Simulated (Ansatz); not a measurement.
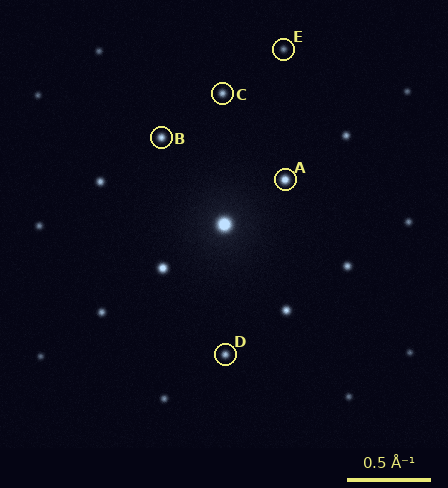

Kinematic zone-axis pattern, calculated for 120 keV electrons with B = 1 Å². The zone axis points towards the electron source and the pattern is seen from the source side.

The sample is Ir, space group Im-3m (No. 229), a = 3.112 Å. Structure: coordinates from a relaxation with DFT, PBE, plane waves (420 eV) with PAW, scalar-relativistic (Ansatz 0.2.0); the starting structure was generated, so it need not be a known form of this composition.

Spot A is indexed -1 1 0 and spot B 0 0 2.

**What are the indices of the remaining marked spots?**

C = A + B = -1 1 2 (d = 1.271 Å). D = −A − B = 1 -1 -2 (d = 1.271 Å). E = 2A + B = -2 2 2 (d = 0.898 Å).

**Which zone axis is this?**

The cross product of A and B is parallel to [110]; every spot obeys hu + kv + lw = 0.
